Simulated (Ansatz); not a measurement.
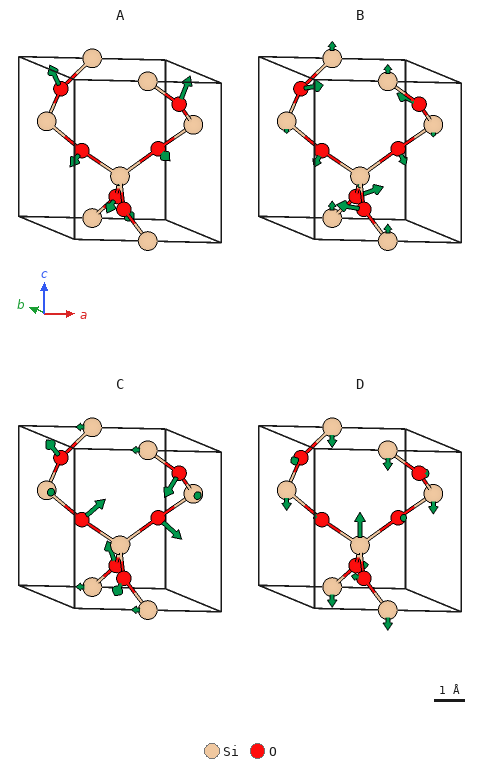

Four optical modes of crystalline SiO₂ at the zone centre, in no order (one member of each degenerate set). The green arrows are the displacements of the atoms (eigenvector over the root of the mass), of arbitrary overall length and sign. The picture is a ball-and-stick view of the cell of the calculation, seen slightly off an axis.

All numbers below come from Ansatz 0.2.0, DFT PBEsol, scalar-relativistic, plane waves, PAW. (plane-wave cutoff 420 eV; k-point mesh 6 × 6 × 4; occupations gaussian; smearing width 0.05 eV; no spin polarisation)

Frequencies are those without the non-analytic (LO–TO) term.

Question: Order them from the lowest to the highest frequency (imaginary ones first).

Answer: C (64i cm⁻¹), B (232 cm⁻¹), A (374 cm⁻¹), D (659 cm⁻¹). C, B₁: Atoms of one kind move against one another, with no net shift of any sublattice; the O–Si bond lengths don't change to first order, so for these it is a bending, tilting or sliding motion; the kinetic energy is shared as O 90 %, Si 10 %. B, E₂: Atoms of one kind move against one another, with no net shift of any sublattice; it mainly bends the O–Si bonds; the kinetic energy is shared as O 92 %, Si 8 %. A, E₂: Atoms of one kind move against one another, with no net shift of any sublattice; it mainly bends the O–Si bonds. D, E₂: Atoms of one kind move against one another, with no net shift of any sublattice; the kinetic energy is shared as Si 79 %, O 21 %.
